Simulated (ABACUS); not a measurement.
# A series of single points on TaN

System: TaN (2 atoms in the cell).
Method: Kohn-Sham DFT of a periodic cell, PBE, PseudoDojo NC SR 0.4.1 PBE standard, no spin polarisation (ABACUS 3.10.1).

The 7 runs differ only in the geometry, by an even scaling of the cell at fixed fractional positions. The structure derives from an entry of the Crystallography Open Database.

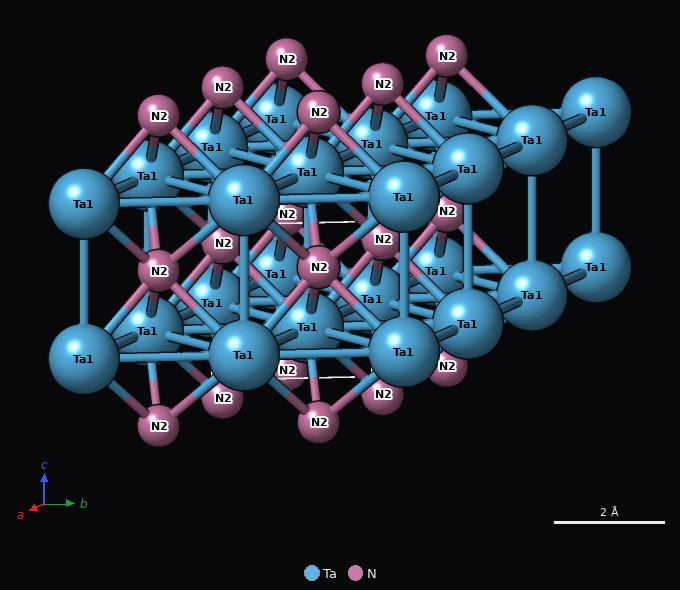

Figure 1. The structure of run 4 (ball-and-stick view of the cell of the calculation, repeated 3 × 2 × 2, seen slightly off an axis; atoms are numbered from 1 in the order of the input).

### The input of run 4
```
INPUT_PARAMETERS
suffix              TaN
calculation         scf
basis_type          pw
pseudo_dir          ./
symmetry            1
dft_functional      pbe
ecutwfc             84
pseudo_rcut         10
nspin               1
nbands              13
ks_solver           dav
smearing_method     fd
smearing_sigma      0.00367493
scf_thr             1e-08
scf_nmax            100
mixing_type         broyden
mixing_beta         0.7
cal_force           1
cal_stress          1
out_chg             1
out_pot             2
out_elf             1
```

### File STRU of run 4
```
ATOMIC_SPECIES
Ta 180.9479 Ta.upf
N 14.0070 N.upf

LATTICE_CONSTANT
1.8897261246

LATTICE_VECTORS
2.9380000000 0.0000000000 0.0000000000
-1.4690000000 2.5443826363 0.0000000000
0.0000000000 0.0000000000 2.8830000000

ATOMIC_POSITIONS
Direct

Ta
0.0
1
0.0000000000 0.0000000000 0.5000000000 1 1 1

N
0.0
1
0.6666666667 0.3333333333 0.0000000000 1 1 1
```

### File KPT of run 4
```
K_POINTS
0
Gamma
10 10 9 0 0 0
```

Command:
```bash
OMP_NUM_THREADS=1 mpirun -np 4 abacus > log
```

Run 6 has the same physical settings and fractional positions; its lattice vectors (Å) are:
```
   2.976662    0.000000    0.000000
  -1.488331    2.577865    0.000000
   0.000000    0.000000    2.920939
```

### Results, with one run withheld

| run | volume per atom (Å³) | free energy per atom, from the lowest run given (meV) | pressure (GPa) |
| --- | --- | --- | --- |
| 1 | 10.129 | 67.69 | 29.62 |
| 2 | 10.345 | 34.18 | 20.35 |
| 3 | 10.560 | 12.49 | 12.01 |
| 4 | 10.776 | 1.45 | 4.50 |
| 5 | 10.991 | 0.00 | −2.26 |
| 6 | 11.207 | ? | ? |
| 7 | 11.422 | 22.11 | −13.81 |

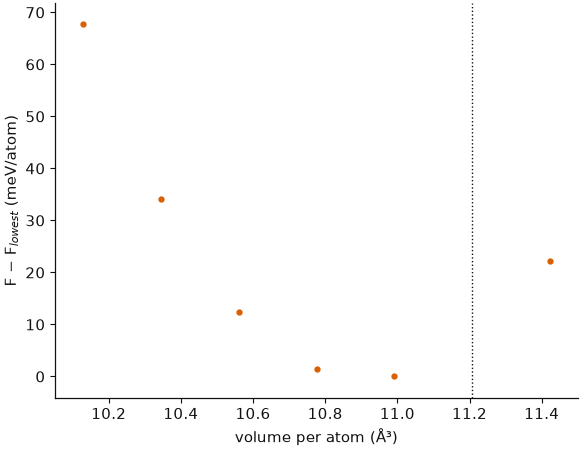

Figure 2. Free energy per atom of the runs given; the dotted line marks run 6.

What should run 6 give?

A cubic polynomial in V^(−2/3) (the Birch–Murnaghan form), fitted to the 6 runs given, misses them by at most 0.03 meV per atom. With x = V^(−2/3) − 0.20607 Å⁻², it reads F = 4.6489 + 3603.2 x + 6.284e+05 x² + 3.5601e+05 x³ (meV per atom). At run 6 it gives 7.18 meV per atom, and the run itself gives 7.18. The slope of the fit gives a pressure −dF/dV of −8.34 GPa there, and the run prints −8.34 GPa. The fit has its minimum at 10.918 Å³ per atom, where V d²F/dV² gives 337 GPa. Cell shape and fractional positions are held, so this is the stiffness under even scaling; the relaxed bulk modulus wasn't computed.

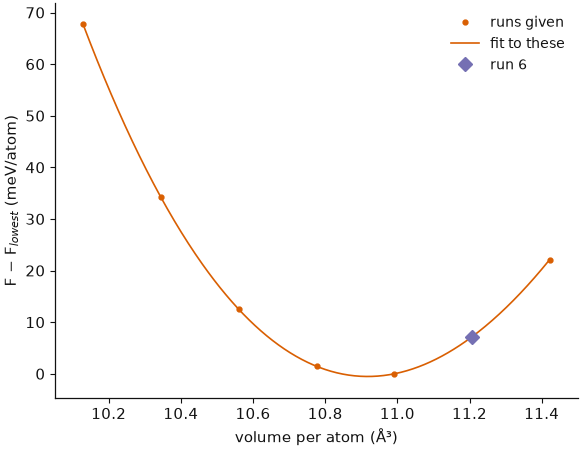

Figure 3. The fit and the withheld run.

### Some lines of the output (run 6)
```
[...]
                             Volume (A^3) = 22.4136
 E_Fermi        1.4633056430         19.9092946608
 E_Fermi        1.3893787281         18.9034673825
 E_Fermi        1.4250308855         19.3885398692
 E_Fermi        1.4177148879         19.2890006148
 E_Fermi        1.4191525000         19.3085603306
 E_Fermi        1.4195678131         19.3142109559
 E_Fermi        1.4195004416         19.3132943197
 E_KS(sigma->0) -151.1236781151      -2056.1431250830
 E_Fermi        1.4195474400         19.3139337660
 final etot is -2056.1432975 eV
 EFERMI = 19.313933766 eV
 TOTAL-PRESSURE: -83.379319 KBAR
 !FINAL_ETOT_IS -2056.1432974690592346 eV
```

Notes: Spin–orbit coupling is left out, which matters for Ta.
